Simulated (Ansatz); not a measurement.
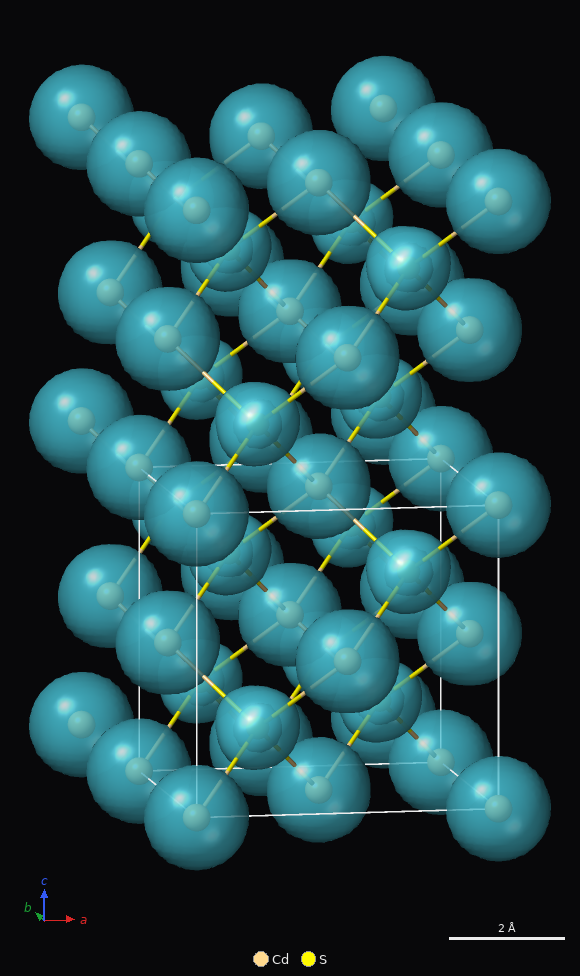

CdS. Isosurface of the valence charge density (pseudo) at 1 e/Å³ (cyan), seen slightly off an axis. Sticks mark near contacts.

Space group F-43m; changed on purpose from its base cell (strain -0.080 along x and y, -0.080 along z, atoms carried along); computed pressure about 33 GPa in this cell.

All numbers below come from Ansatz 0.2.0, DFT PBE, scalar-relativistic, plane waves, PAW.

In a PAW calculation such maps are meaningful between the atoms, not at the nuclei.

```cif
data_structure
_symmetry_space_group_name_H-M 'P 1'
_symmetry_Int_Tables_number 1
_cell_length_a 5.3544
_cell_length_b 5.3544
_cell_length_c 5.3544
_cell_angle_alpha 90.000
_cell_angle_beta 90.000
_cell_angle_gamma 90.000
_cell_volume 153.51
loop_
_atom_site_label
_atom_site_type_symbol
_atom_site_fract_x
_atom_site_fract_y
_atom_site_fract_z
_atom_site_occupancy
Cd1 Cd 0.50000 0.50000 0.00000 1
Cd2 Cd 0.00000 0.50000 0.50000 1
Cd3 Cd 0.00000 0.00000 0.00000 1
Cd4 Cd 0.50000 0.00000 0.50000 1
S1 S 0.75000 0.75000 0.25000 1
S2 S 0.25000 0.75000 0.75000 1
S3 S 0.25000 0.25000 0.25000 1
S4 S 0.75000 0.25000 0.75000 1
```

How is the density connected at this value?

Answer. At this value the density breaks into separate islands; it holds about 70 % of the electrons treated as valence (semicore included). It bridges none of the near contacts. It is pinched off along the sampled Cd–S (2.32 Å) contacts. On the grid the lowest density along these lines, outside the cores, is 0.62 e/Å³ (Cd–S, 2.32 Å).

Does the calculation give a band gap?

Answer. It is gapped, with a Kohn–Sham gap of 1.6 eV on the k-point mesh, an upper bound to the gap of this method.
